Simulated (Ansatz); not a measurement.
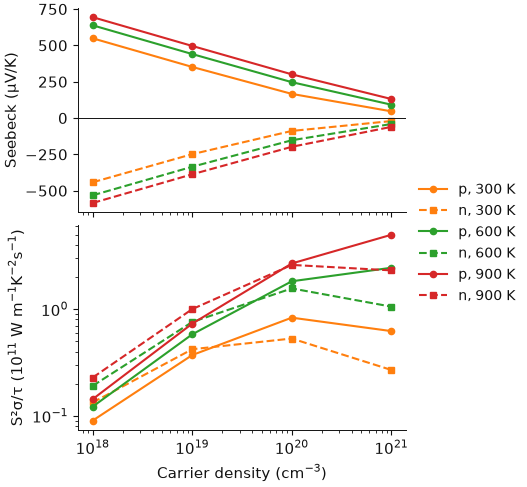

Seebeck coefficient and power factor over the relaxation time against doping (rigid bands, constant relaxation time, mean of three directions).

System: BN, space group P6_3mc, 4 atoms in the cell.

```yaml
crystal:
  lattice:
    - [2.54101, 0.00000, 0.00000]
    - [-1.27051, 2.20058, 0.00000]
    - [0.00000, 0.00000, 4.20330]
  atoms:
    - { symbol: B, position: [0.66667, 0.33333, 0.99973] }
    - { symbol: B, position: [0.33333, 0.66667, 0.49973] }
    - { symbol: N, position: [0.66667, 0.33333, 0.62527] }
    - { symbol: N, position: [0.33333, 0.66667, 0.12527] }
```

Method: DFT PBEsol, scalar-relativistic, plane waves, PAW, no spin polarisation, 12×12×6 k mesh, 420 eV cutoff, Gaussian smearing of 0.02 eV (Ansatz).

Q: What are the Seebeck coefficients at 300 K and 10¹⁹ cm⁻³, and what do they say about the bands?

A: At 300 K and 10¹⁹ cm⁻³ the Seebeck coefficient is 352 μV/K for holes and −248 μV/K for electrons; the larger size for holes shows the larger density-of-states mass of the valence band.

Q: How does the Seebeck coefficient move with doping and temperature?

A: At 300 K it goes from 549 to 46 μV/K for holes and from −442 to −21 μV/K for electrons between 10¹⁸ cm⁻³ and 10²¹ cm⁻³, so its size falls as carriers are added. At 10¹⁹ cm⁻³ the hole value goes from 352 to 496 μV/K on heating to 900 K.

Q: Which case has the largest power factor over τ?

A: The largest power factor over τ is for p type at 10²¹ cm⁻³ and 900 K, about 5 × 10¹¹ W m⁻¹ K⁻² s⁻¹.

The bands are interpolated from a finite k mesh, so the values are approximate.
